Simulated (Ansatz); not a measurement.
**Run report: Br, geometry relaxation (part 1 of 2)**

Br (Cmmm, 5 atoms in the cell), computed with DFT PBE, scalar-relativistic, plane waves, PAW, no spin polarisation (Ansatz 0.2.0).

The structure was made by a generator, so it may or may not be a known phase. Figures and captions count atoms from 1; the log counts them from 0 in places.

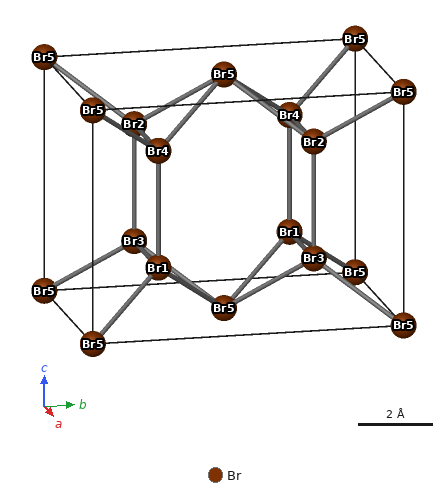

The starting structure (ball-and-stick view of the cell 2 times as large as that of the calculation, set on its symmetry axes, seen slightly off an axis; atoms are numbered from 1 in the order of the input). An atom can appear more than once, as a periodic image. Near neighbours in the periodic cell (some may lie outside the picture): Br has 6 Br at 2.89 to 3.27 Å; Br has 8 Br at 3.07 Å.

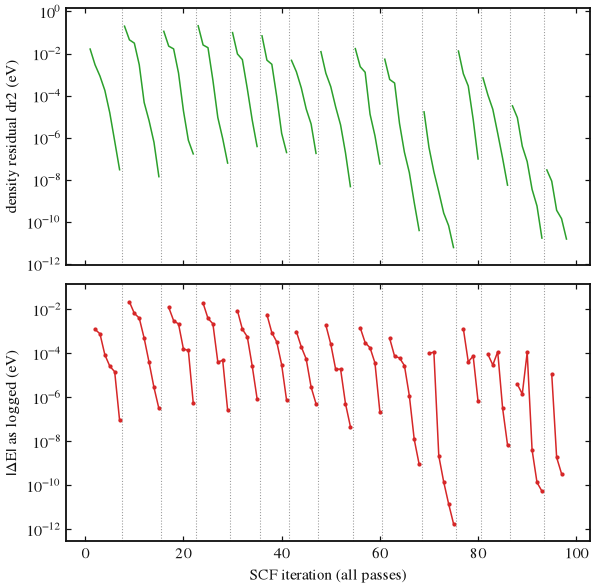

Convergence of the self-consistent field: density residual dr2 and size of the energy change against the SCF iteration. The dotted lines part the SCF passes of the relaxation: geometry steps, rejected trials and re-solves on a re-selected basis. The 15 passes take 5 to 8 iterations each, 98 in all.

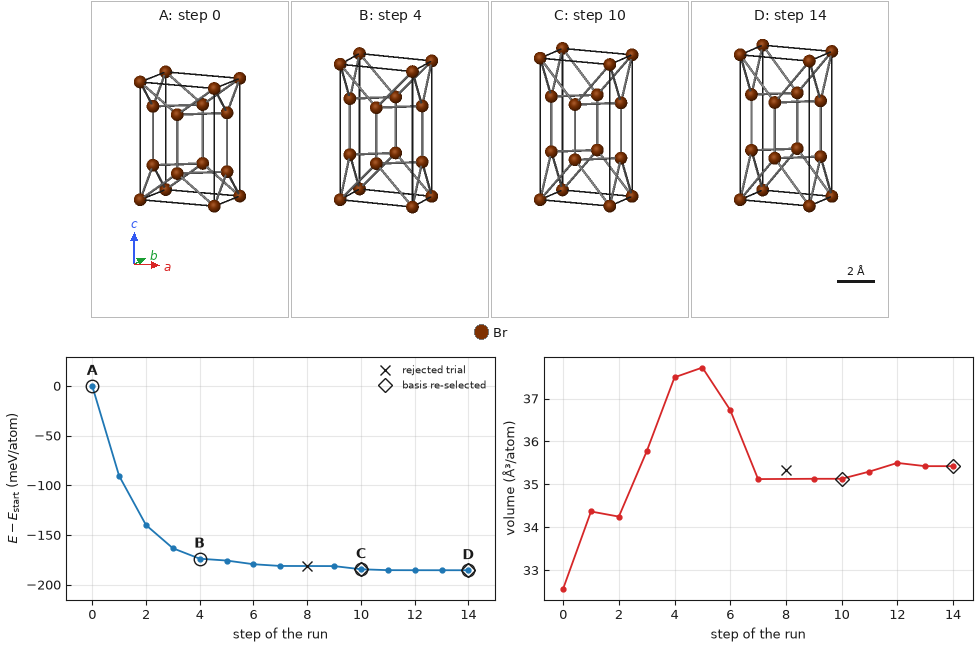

Frames of the relaxation (ball-and-stick view of the cell of the calculation, seen slightly off an axis) above the curves, on which the letters mark them (the first geometry is step 0 here and step 1 in the log).

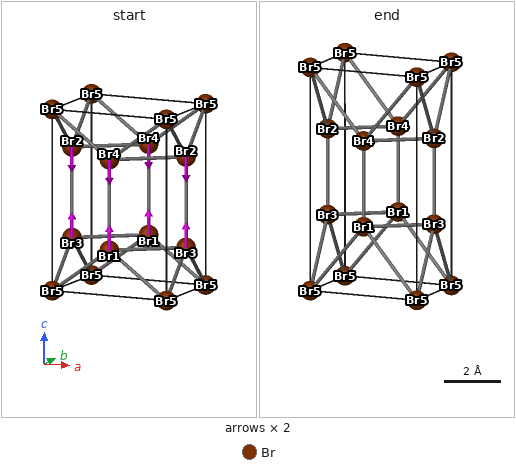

Before (left) and after (right) the relaxation, at one scale (ball-and-stick view of the cell of the calculation, seen slightly off an axis). The pink arrows give the displacements (without the part carried along by the change of the cell), magnified 2 times. The largest moves relative to the cell, 0.46 Å, are those of Br1, Br2, Br3 and Br4. Cell: a = b 5.192 → 4.920 Å (−5.2 %), c 6.533 → 8.044 Å (+23.1 %), γ 112.4° → 114.5°. Volume +8.8 %. Distances before and after: Br1–Br4 3.266 → 4.950 Å, Br1–Br5 3.067 → 3.490 Å, Br1–Br3 2.890 → 2.660 Å. Among the angles that change: Br5–Br1–Br5 115.6° → 89.7°, Br4–Br1–Br5 122.2° → 135.2°, Br3–Br1–Br5 61.9° → 67.6°. The space group stays Cmmm (No. 65). After 12 geometry steps the energy has fallen by 185 meV per atom. Largest force component: 0.37 eV/Å at the start, 0.00025 eV/Å at the end. Pressure: 1.67 GPa at the start and 0.00 GPa at the end. The line search rejected the trial step at point 8 (counted from 0) and went back. 1 further SCF at an unchanged geometry re-selected the plane-wave basis for the new cell. The energy change given includes the shifts at the re-selections in mid-walk, which come without any move. A last SCF at the same geometry on a re-selected plane-wave basis shifts the energy by next to nothing (0.0 meV per atom). (Atoms are counted from 1 in the order of the input.)

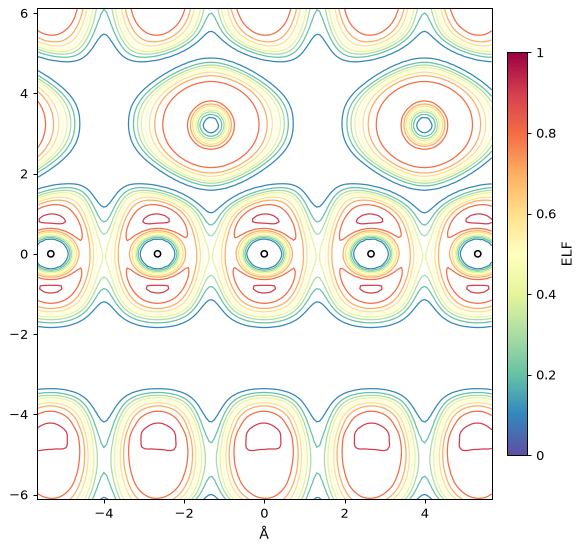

Electron localisation function on the (011) plane of the conventional cell. Circles mark the nuclei in the plane (Br). Br–Br (2.66 Å): the ELF peaks at about 0.75 between the atoms. The fields are those of the smooth PAW valence density.

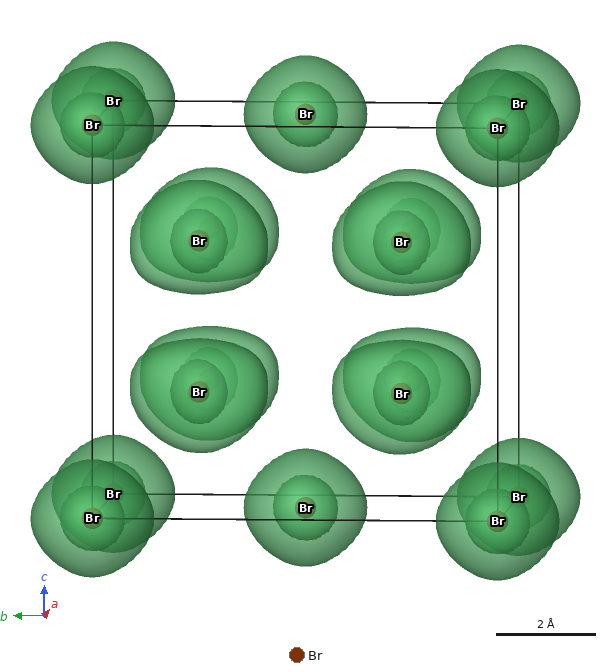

Isosurface of the electron localisation function at 0.75 (green), seen at an oblique angle. Core shells and regions of very low density are left out. Sticks mark near contacts. The outline is the cell set on symmetry axes. Profiles from the grid: Br–Br (2.66 Å): the ELF peaks at about 0.75 between the atoms.

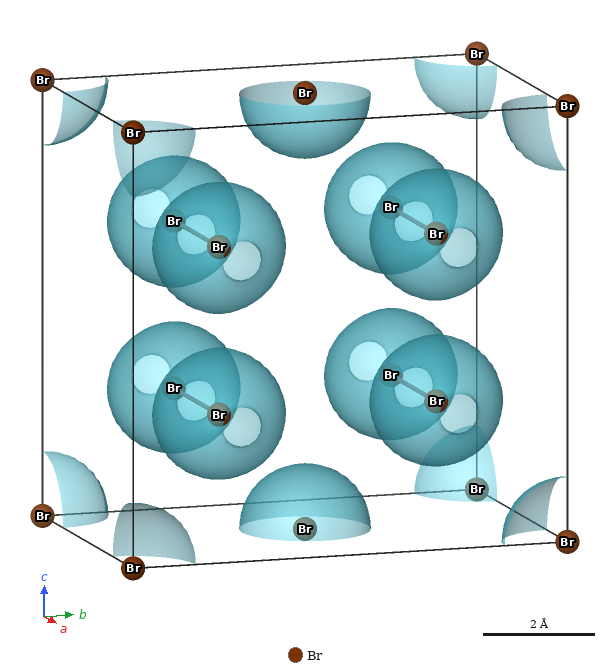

Isosurface of the valence charge density (pseudo) at 0.3 e/Å³ (cyan), seen slightly off an axis. Sticks mark near contacts. The outline is the cell set on symmetry axes. At this value the density is joined into chains; it holds about 70 % of the electrons treated as valence. On the grid the lowest density along these lines, outside the cores, is 0.37 e/Å³ (Br–Br, 2.66 Å).

These pictures come from the run below.

The input:
```yaml
crystal:
  lattice:
    - [2.88975951, -4.31316729, 0.0]
    - [2.88975951, 4.31316729, 0.0]
    - [0.0, 0.0, 6.53299566]
  atoms:
    - { symbol: Br, position: [0.5, 0.0, 0.25] }
    - { symbol: Br, position: [0.0, 0.5, 0.75] }
    - { symbol: Br, position: [0.0, 0.5, 0.25] }
    - { symbol: Br, position: [0.5, 0.0, 0.75] }
    - { symbol: Br, position: [0.0, 0.0, 0.0] }
basis:
  ecutwfc: 420
kpoints:
  mp_grid: { grid: [8, 8, 6] }
hamiltonian:
  xc: pbe
scf:
  occupations: { method: gaussian, width: 0.1 }
output:
  forces: true
  stress: true
  eigenvalues: true
  write_density: true
  write_potential: true
  elf: true
  volumetric_format: npy
relax:
  adjacent_minimum: "off"
  f_tol: 0.01
  max_steps: 80
  cell: { stress_tol: 0.05 }
```

Command:
```bash
ansatz run input.yaml --threads 1 --pin off --max-ram 2560MiB --backend cpu --events-out ev --progress --plain --runs-dir out
```

Output:
```
Engine: ansatz 0.2.0, x86_64-unknown-linux-gnu
Pseudopotentials: kind: paw
Pseudopotential: Br, paw, valence charge 7, recommended cutoff 420 eV (normal), Br.paw.azcp
Functional definition: PBE
  parameter kappa = 0.804
  parameter beta = 0.06672455060314922
  exchange = pbe_x(kappa = kappa, mu = beta*pi^2/3)
  correlation = pbe_c(beta = beta)
Crystal: 5 atoms, lattice volume = 162.855 Å³
Basis set: ecut = 420 eV, 3203 PW (Γ), exchange–correlation on 72×72×90 points (8 copies of the dense FFT grid, shifted against one another)
Bands: 23, of which v1, the nominal top of the filled ones, is band 18 counted from 1 (17 counted from 0)
Symmetry: 8 space group operations
Space group: Cmmm (ITA 65), of the structure as read, at distance tolerance 5.5e-5 Å
k-points: 84 of 384
Non-local potential: Br, projectors of the file, l = 0: 2, l = 1: 2, l = 2: 2
PAW form: soft (Blöchl's): semilocal exchange-correlation on the pseudo side does not see the compensation charge
PAW one-centre angular grid: Br, 110 points (default); XC on 64 Gauss nodes
Initial density: superposition of atomic densities (neutral atoms: chi_scale 0, normalization atom), corrected by the library's trained network
Initial wavefunctions: pseudopotential atomic-orbital guess
Functional: x = pbe(κ = 0.804, μ = 0.2195149727645171), c = pbe(β = 0.06672455060314922)
SCF iter   1: F=—  HF=-13913.377001 eV  |F-HF|=—  |Δ(HF+E_count)|=         —  Δρ=3.21e-3  dr2=1.64e-2  ethr=1.77e-3  ⟨swp⟩=9.3  Hψ=11294  notcnv=0
preconditioner: auto → LDOS  [metal: Δε(μ)=0.008 eV  Ē_g=9.902 eV  σ=0.100 eV  W_gap=0.04  n_scr=22 (ndim 8)  ℏωp=17.2 eV  f_vac=0.110  D(μ)=6.50/eV (n_scr^D=56)  β→1.0]
SCF iter   2: F=—  HF=-13913.375773 eV  |F-HF|=—  |Δ(HF+E_count)|=   1.23e-3  Δρ=1.37e-3  dr2=2.93e-3  ethr=4.68e-5  ⟨swp⟩=2.3  Hψ=4495  notcnv=0  defer=28
SCF iter   3: F=—  HF=-13913.374998 eV  |F-HF|=—  |Δ(HF+E_count)|=   7.75e-4  Δρ=4.33e-4  dr2=8.54e-4  ethr=8.37e-6  ⟨swp⟩=2.5  Hψ=3344  notcnv=0  defer=28
SCF iter   4: F=—  HF=-13913.374912 eV  |F-HF|=—  |Δ(HF+E_count)|=   8.57e-5  Δρ=2.12e-4  dr2=1.77e-4  ethr=2.44e-6  ⟨swp⟩=1.0  Hψ=1896  notcnv=0  defer=28
SCF iter   5: F=—  HF=-13913.374886 eV  |F-HF|=—  |Δ(HF+E_count)|=   2.62e-5  Δρ=7.30e-5  dr2=1.54e-5  ethr=5.06e-7  ⟨swp⟩=2.4  Hψ=3005  notcnv=0  defer=28
SCF iter   6: F=—  HF=-13913.374871 eV  |F-HF|=—  |Δ(HF+E_count)|=   1.46e-5  Δρ=1.48e-5  dr2=6.98e-7  ethr=4.40e-8  ⟨swp⟩=2.0  Hψ=2888  notcnv=0  defer=28
SCF iter   7: F=-13913.374871 eV  HF=-13913.374871 eV  |F-HF|=3.39e-8  |Δ(HF+E_count)|=   8.94e-8  Δρ=5.29e-6  dr2=3.05e-8  ethr=2.86e-10  ⟨swp⟩=13.4  Hψ=16978  notcnv=0
SCF 1 converged in 7 iterations: F = -13913.374871 eV  dr2 = 3.05e-8
  greatest PAW one-centre occupation: 0.931 electrons in one spin orbital (limit 2), on the Br atom at site 4 (counted from 0), in its partial waves of l = 0
relax step   1: F+E_penalty+E_count = -13913.37487112 eV  Δ(F+E_penalty+E_count) = +0.000e0 eV  max|allowed force component| = 3.718e-1 eV/Å  Δτ_max = 0.0000 Å  P = +1.666 GPa  Ω = 162.855 Å³  (7 SCF iters, dr2 threshold 1.00e-7 eV, accepted)
Crystal: 5 atoms, lattice volume = 171.847 Å³
Basis set: ecut = 420 eV, 3361 PW (Γ), exchange–correlation on 72×72×90 points (8 copies of the dense FFT grid, shifted against one another)
Initial density: handed on by an earlier stage of this run
Initial wavefunctions: those handed on with the density
iter 1 solved again at ethr=5.73e-4 eV; its pass at ethr=3.10e-3 eV (dr2=2.01e-1 eV) is discarded
SCF iter   1: F=—  HF=-13913.859844 eV  |F-HF|=—  |Δ(HF+E_count)|=         —  Δρ=7.31e-3  dr2=2.00e-1  ethr=5.73e-4  ⟨swp⟩=1.0  Hψ=13576  notcnv=0
preconditioner: auto → LDOS  [metal: Δε(μ)=0.002 eV  Ē_g=9.949 eV  σ=0.100 eV  W_gap=0.01  n_scr=22 (ndim 8)  ℏωp=16.8 eV  f_vac=0.129  D(μ)=6.89/eV (n_scr^D=56)  β→1.0]
SCF iter   2: F=—  HF=-13913.838023 eV  |F-HF|=—  |Δ(HF+E_count)|=   2.18e-2  Δρ=4.57e-3  dr2=4.49e-2  ethr=5.72e-4  ⟨swp⟩=2.5  Hψ=3291  notcnv=0
SCF iter   3: F=—  HF=-13913.831457 eV  |F-HF|=—  |Δ(HF+E_count)|=   6.57e-3  Δρ=2.60e-3  dr2=3.13e-2  ethr=1.28e-4  ⟨swp⟩=2.1  Hψ=3326  notcnv=0
SCF iter   4: F=—  HF=-13913.827440 eV  |F-HF|=—  |Δ(HF+E_count)|=   4.02e-3  Δρ=9.15e-4  dr2=2.96e-3  ethr=8.93e-5  ⟨swp⟩=1.0  Hψ=1964  notcnv=0
SCF iter   5: F=—  HF=-13913.826951 eV  |F-HF|=—  |Δ(HF+E_count)|=   4.90e-4  Δρ=1.84e-4  dr2=4.78e-5  ethr=8.46e-6  ⟨swp⟩=1.5  Hψ=2400  notcnv=0
SCF iter   6: F=—  HF=-13913.826990 eV  |F-HF|=—  |Δ(HF+E_count)|=   3.92e-5  Δρ=5.20e-5  dr2=6.53e-6  ethr=1.37e-7  ⟨swp⟩=2.1  Hψ=3270  notcnv=0
SCF iter   7: F=—  HF=-13913.826993 eV  |F-HF|=—  |Δ(HF+E_count)|=   2.81e-6  Δρ=1.85e-5  dr2=6.12e-7  ethr=1.87e-8  ⟨swp⟩=2.1  Hψ=2938  notcnv=0
SCF iter   8: F=-13913.826993 eV  HF=-13913.826993 eV  |F-HF|=1.97e-8  |Δ(HF+E_count)|=   3.12e-7  Δρ=3.31e-6  dr2=1.43e-8  ethr=1.43e-9  ⟨swp⟩=12.1  Hψ=16445  notcnv=0
SCF 2 converged in 8 iterations: F = -13913.826993 eV  dr2 = 1.43e-8
[... from here on the iterations of each SCF are left out, up to the last one ...]
relax step   2: F+E_penalty+E_count = -13913.82699304 eV  Δ(F+E_penalty+E_count) = -4.521e-1 eV  max|allowed force component| = 2.274e-1 eV/Å  Δτ_max = 0.0635 Å  P = +0.401 GPa  Ω = 171.847 Å³  energy of the carried Pulay correction = -4.918e-4 eV  (8 SCF iters, dr2 threshold 5.00e-7 eV, accepted)
Crystal: 5 atoms, lattice volume = 171.249 Å³
Basis set: ecut = 420 eV, 3353 PW (Γ), exchange–correlation on 72×72×90 points (8 copies of the dense FFT grid, shifted against one another)
preconditioner: auto → LDOS  [metal: Δε(μ)=0.015 eV  Ē_g=10.160 eV  σ=0.100 eV  W_gap=0.09  n_scr=22 (ndim 8)  ℏωp=16.8 eV  f_vac=0.129  D(μ)=6.73/eV (n_scr^D=52)  β→1.0]
SCF 3 converged in 7 iterations: F = -13914.074341 eV  dr2 = 1.72e-7
relax step   3: F+E_penalty+E_count = -13914.07434148 eV  Δ(F+E_penalty+E_count) = -2.473e-1 eV  max|allowed force component| = 1.776e-1 eV/Å  Δτ_max = 0.0570 Å  P = +1.568 GPa  Ω = 171.249 Å³  energy of the carried Pulay correction = -4.599e-4 eV  (7 SCF iters, dr2 threshold 5.00e-7 eV, accepted)
Crystal: 5 atoms, lattice volume = 178.855 Å³
Basis set: ecut = 420 eV, 3475 PW (Γ), exchange–correlation on 72×72×90 points (8 copies of the dense FFT grid, shifted against one another)
preconditioner: auto → LDOS  [metal: Δε(μ)=0.007 eV  Ē_g=10.127 eV  σ=0.100 eV  W_gap=0.04  n_scr=22 (ndim 8)  ℏωp=16.4 eV  f_vac=0.137  D(μ)=6.61/eV (n_scr^D=52)  β→1.0]
SCF 4 converged in 7 iterations: F = -13914.191049 eV  dr2 = 6.32e-8
relax step   4: F+E_penalty+E_count = -13914.19104863 eV  Δ(F+E_penalty+E_count) = -1.167e-1 eV  max|allowed force component| = 7.173e-2 eV/Å  Δτ_max = 0.0889 Å  P = +0.861 GPa  Ω = 178.855 Å³  energy of the carried Pulay correction = -8.573e-4 eV  (7 SCF iters, dr2 threshold 5.00e-7 eV, accepted)
Crystal: 5 atoms, lattice volume = 187.477 Å³
Basis set: ecut = 420 eV, 3643 PW (Γ), exchange–correlation on 72×72×90 points (8 copies of the dense FFT grid, shifted against one another)
preconditioner: auto → LDOS  [metal: Δε(μ)=0.006 eV  Ē_g=10.038 eV  σ=0.100 eV  W_gap=0.03  n_scr=22 (ndim 8)  ℏωp=16.0 eV  f_vac=0.145  D(μ)=6.53/eV (n_scr^D=54)  β→1.0]
SCF 5 converged in 6 iterations: F = -13914.243714 eV  dr2 = 3.87e-7
relax step   5: F+E_penalty+E_count = -13914.24371354 eV  Δ(F+E_penalty+E_count) = -5.266e-2 eV  max|allowed force component| = 1.135e-2 eV/Å  Δτ_max = 0.0743 Å  P = -0.012 GPa  Ω = 187.477 Å³  energy of the carried Pulay correction = -1.287e-3 eV  (6 SCF iters, dr2 threshold 5.00e-7 eV, accepted)
Crystal: 5 atoms, lattice volume = 188.615 Å³
Basis set: ecut = 420 eV, 3667 PW (Γ), exchange–correlation on 72×72×90 points (8 copies of the dense FFT grid, shifted against one another)
preconditioner: auto → LDOS  [metal: Δε(μ)=0.012 eV  Ē_g=10.046 eV  σ=0.100 eV  W_gap=0.07  n_scr=22 (ndim 8)  ℏωp=16.0 eV  f_vac=0.140  D(μ)=6.27/eV (n_scr^D=40)  β→1.0]
SCF 6 converged in 6 iterations: F = -13914.252908 eV  dr2 = 2.00e-7
relax step   6: F+E_penalty+E_count = -13914.25290790 eV  Δ(F+E_penalty+E_count) = -9.194e-3 eV  max|allowed force component| = 4.314e-2 eV/Å  Δτ_max = 0.0452 Å  P = -0.044 GPa  Ω = 188.615 Å³  energy of the carried Pulay correction = -1.342e-3 eV  (6 SCF iters, dr2 threshold 3.72e-7 eV, accepted)
Crystal: 5 atoms, lattice volume = 183.663 Å³
Basis set: ecut = 420 eV, 3593 PW (Γ), exchange–correlation on 72×72×90 points (8 copies of the dense FFT grid, shifted against one another)
preconditioner: auto → LDOS  [metal: Δε(μ)=0.004 eV  Ē_g=10.081 eV  σ=0.100 eV  W_gap=0.02  n_scr=22 (ndim 8)  ℏωp=16.2 eV  f_vac=0.119  D(μ)=6.26/eV (n_scr^D=42)  β→1.0]
SCF 7 converged in 6 iterations: F = -13914.271461 eV  dr2 = 1.82e-7
relax step   7: F+E_penalty+E_count = -13914.27146079 eV  Δ(F+E_penalty+E_count) = -1.855e-2 eV  max|allowed force component| = 3.856e-3 eV/Å  Δτ_max = 0.0144 Å  P = -0.135 GPa  Ω = 183.663 Å³  energy of the carried Pulay correction = -1.099e-3 eV  (6 SCF iters, dr2 threshold 4.01e-7 eV, accepted)
Crystal: 5 atoms, lattice volume = 175.621 Å³
Basis set: ecut = 420 eV, 3441 PW (Γ), exchange–correlation on 72×72×90 points (8 copies of the dense FFT grid, shifted against one another)
preconditioner: auto → LDOS  [metal: Δε(μ)=0.012 eV  Ē_g=10.144 eV  σ=0.100 eV  W_gap=0.07  n_scr=22 (ndim 8)  ℏωp=16.6 eV  f_vac=0.095  D(μ)=5.44/eV (n_scr^D=36)  β→1.0]
SCF 8 converged in 7 iterations: F = -13914.280184 eV  dr2 = 4.82e-9
relax step   8: F+E_penalty+E_count = -13914.28018401 eV  Δ(F+E_penalty+E_count) = -8.723e-3 eV  max|allowed force component| = 2.405e-2 eV/Å  Δτ_max = 0.0206 Å  P = +0.097 GPa  Ω = 175.621 Å³  energy of the carried Pulay correction = -6.905e-4 eV  (7 SCF iters, dr2 threshold 1.94e-7 eV, accepted)
Crystal: 5 atoms, lattice volume = 176.728 Å³
Basis set: ecut = 420 eV, 3439 PW (Γ), exchange–correlation on 72×72×90 points (8 copies of the dense FFT grid, shifted against one another)
preconditioner: auto → LDOS  [metal: Δε(μ)=0.007 eV  Ē_g=10.102 eV  σ=0.100 eV  W_gap=0.04  n_scr=22 (ndim 8)  ℏωp=16.5 eV  f_vac=0.096  D(μ)=5.54/eV (n_scr^D=36)  β→1.0]
SCF 9 converged in 6 iterations: F = -13914.278352 eV  dr2 = 5.75e-8
relax step   9: F+E_penalty+E_count = -13914.27835192 eV  Δ(F+E_penalty+E_count) = +1.832e-3 eV  max|allowed force component| = 1.558e-2 eV/Å  Δτ_max = 0.0078 Å  P = -0.310 GPa  Ω = 176.728 Å³  energy of the carried Pulay correction = -7.479e-4 eV  (6 SCF iters, dr2 threshold 8.24e-8 eV, rejected (line search))
```
